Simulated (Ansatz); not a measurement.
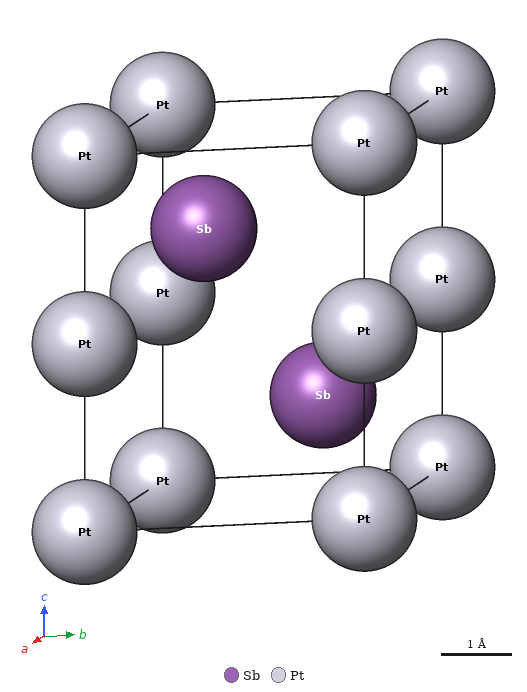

This is a symmetric starting cell of SbPt. Style: spheres-only. Shown: the cell of the calculation, slightly off an axis.

Level of theory: DFT PBEsol, scalar-relativistic, plane waves, PAW (Ansatz). Settings: plane-wave cutoff 420 eV; k-point mesh 12 × 12 × 8; occupations gaussian; smearing width 0.1 eV; no spin polarisation.

Now this is done to it. The cell is strained by +1.4 % along c and −4.6 % across it (volume −7.8 %), the atoms keeping their fractional coordinates. No relaxation follows. The starting cell wasn't computed here and needn't be at equilibrium, so pressure and forces aren't due to the change alone.

### Predict the response.

The pressure is 17.6 GPa (not all of it need come from the change, since the unchanged cell can be under pressure at this level too). The principal stresses (compression positive) are 13.4 GPa along c and 19.7 GPa across it. All forces vanish by symmetry. Among the bonded contacts that change: Pt–Sb 2.749 → 2.664 Å, Pt–Pt 2.736 → 2.773 Å. The space group stays P6_3/mmc (No. 194).

Drawn alike, the variant:

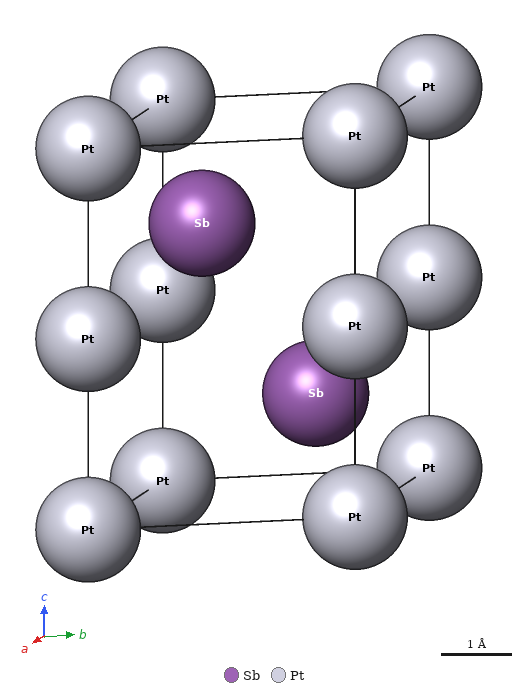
